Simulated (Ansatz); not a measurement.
```
Os
1.0
     2.65208    0.00000    0.00000
     0.00000    4.87767    0.00000
     0.00000    0.00000    4.31970
Os
4
Direct
  0.00000 0.33333 0.25000
  0.50000 0.83333 0.25000
  0.50000 0.16667 0.75000
  0.00000 0.66667 0.75000
```

Space group Cmcm; changed on purpose from its base cell (strain -0.0300 x Voigt [1, -1, 0, 0, 0, 0], atoms carried along); computed pressure about 10 GPa in this cell; computed without spin polarisation.

Method: DFT PBE, scalar-relativistic, plane waves, PAW in Ansatz 0.2.0.

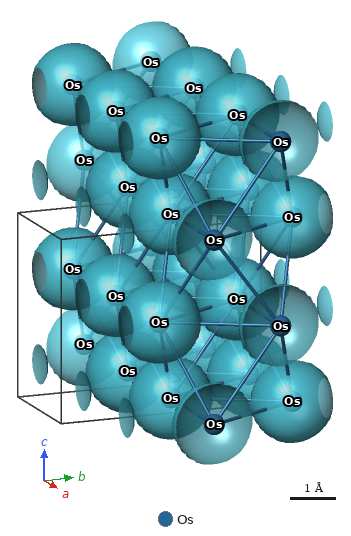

Os. Isosurface of the valence pseudo-density at 1 e/Å³ (cyan), seen slightly off an axis. Sticks mark near contacts.

### Which contacts does the surface bridge?

At this value the density breaks into separate islands; it holds about 70 % of the electrons treated as valence (semicore included). It bridges none of the near contacts. It is pinched off along the sampled Os–Os (2.65 Å), Os–Os (2.70 Å) and Os–Os (2.78 Å) contacts. On the grid the lowest density along these lines, outside the cores, is 0.51 e/Å³ (Os–Os, 2.65 Å), 0.48 e/Å³ (Os–Os, 2.70 Å) and 0.42 e/Å³ (Os–Os, 2.78 Å).
